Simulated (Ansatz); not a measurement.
Start from this file.

```cif
data_structure
_symmetry_space_group_name_H-M 'P -6 m 2'
_symmetry_Int_Tables_number 187
_cell_length_a 2.9233
_cell_length_b 2.9233
_cell_length_c 9.1969
_cell_angle_alpha 90.000
_cell_angle_beta 90.000
_cell_angle_gamma 120.000
_cell_volume 68.06
loop_
_atom_site_label
_atom_site_type_symbol
_atom_site_symmetry_multiplicity
_atom_site_Wyckoff_symbol
_atom_site_fract_x
_atom_site_fract_y
_atom_site_fract_z
_atom_site_occupancy
Al1 Al 1 a 0.00000 0.00000 0.00000 1
Ti1 Ti 2 i 0.66667 0.33333 0.25034 1
Ti2 Ti 1 b 0.00000 0.00000 0.50000 1
```

### Characterise the structure given above.

The solid is Ti3Al. Within 0.01 Å the space group is P-6m2 (No. 187), primitive hexagonal. The cell holds 4 atoms (3 Ti, 1 Al), Z = 1.

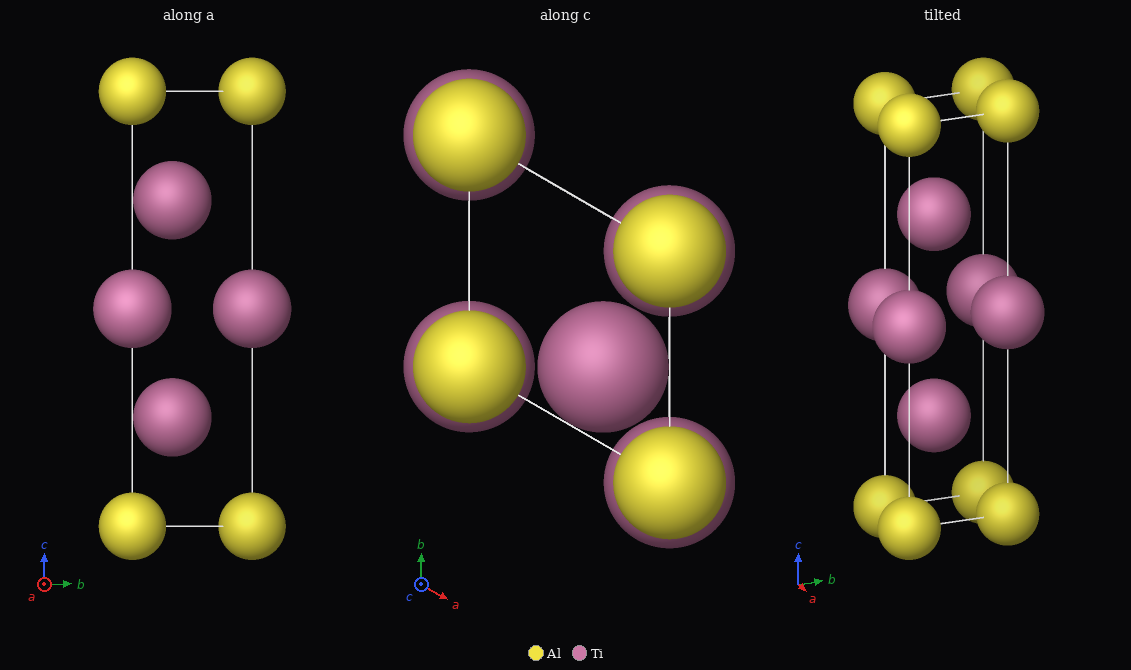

An orthographic spheres-only view of the structure, along the a axis, along the c axis and slightly off an axis. The parallelepiped is the unit cell. Colours: titanium pink, aluminium yellow.

The structure was taken from a structure listed in the Materials Project. It is drawn as it came out of a relaxation with Ansatz, DFT r2SCAN, scalar-relativistic, plane waves, PAW.
